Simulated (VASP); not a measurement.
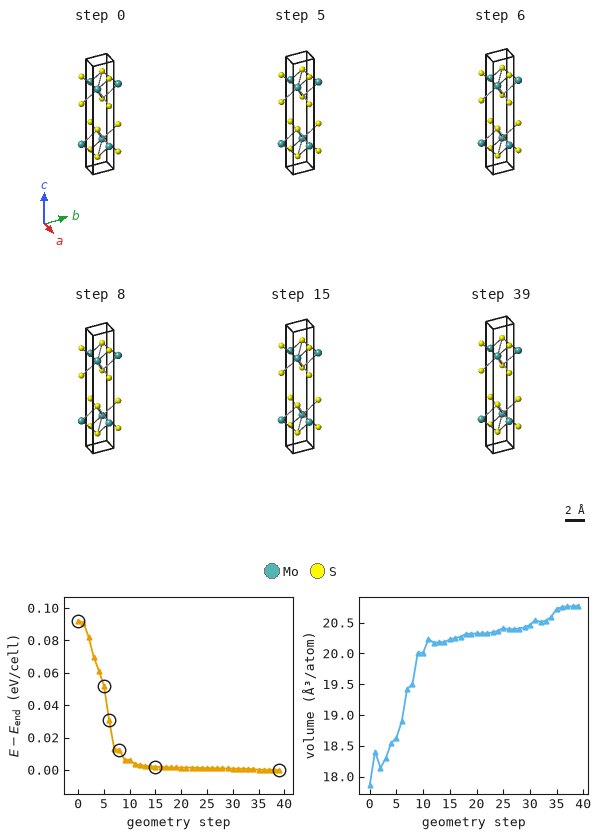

Frames of a relaxation of solid MoS2 (set up in P6_3/mmc), marked on the history of the run. The picture is a ball-and-stick view of the cell of the calculation, seen slightly off an axis.

The run lets cell and atoms move.

Level of theory: Kohn-Sham DFT of a periodic cell, PBE, VASP PAW PBE potentials, recommended (VASP).

Input
```
SYSTEM = MoS2
ALGO = Normal
EDIFF = 1E-7
EDIFFG = -0.01
ENCUT = 600
GGA = PE
IBRION = 2
ISIF = 3
ISMEAR = 0
KPAR = 2
LASPH = .True.
LCHARG = .False.
LREAL = .False.
LWAVE = .False.
NELM = 60
NSW = 40
PREC = Accurate
SIGMA = 0.02
```

Command:
```bash
cat potpaw_PBE.64/Mo_sv/POTCAR potpaw_PBE.64/S/POTCAR > POTCAR
mpirun -np 2 vasp_std > vasp.out
```

Q: Describe the path.

A: The relaxation stopped without meeting its thresholds, so the last structure isn't shown to be converged. The largest moves relative to the cell, 0.24 Å, are those of S atoms. Mo stays in place. Cell: a = b 3.169 → 3.185 Å (+0.5 %), c 12.324 → 14.191 Å (+15.2 %). Volume +16.3 %. Near-neighbour distances that change, for instance: Mo–S 2.408 → 2.412 Å. The space group stays P6_3/mmc (No. 194). After 39 geometry steps the energy has fallen by 92.2 meV per cell of the calculation. Largest force component: 0.079 eV/Å at the start, 0.0069 eV/Å at the end. The pressure goes from 1.86 to 0.04 GPa. The volume changes by over a tenth within one run on a fixed set of plane waves, so the end point should be relaxed again from the new cell. From step 0 to 5: S atoms move most (0.05 Å), volume +4.3 %, energy −40.3 meV per cell of the calculation. From step 5 to 6: S atoms move most (0.03 Å), volume +1.4 %, energy −21.2 meV per cell of the calculation. From step 6 to 8: S atoms move most (0.06 Å), volume +3.2 %, energy −18.2 meV per cell of the calculation. From step 8 to 15: S atoms move most (0.05 Å), volume +3.7 %, energy −10.6 meV per cell of the calculation. From step 15 to 39: S atoms move most (0.04 Å), volume +2.7 %, energy −1.9 meV per cell of the calculation.

Limits of the set-up: layers or molecules are held without a dispersion correction, so their spacing is unreliable.
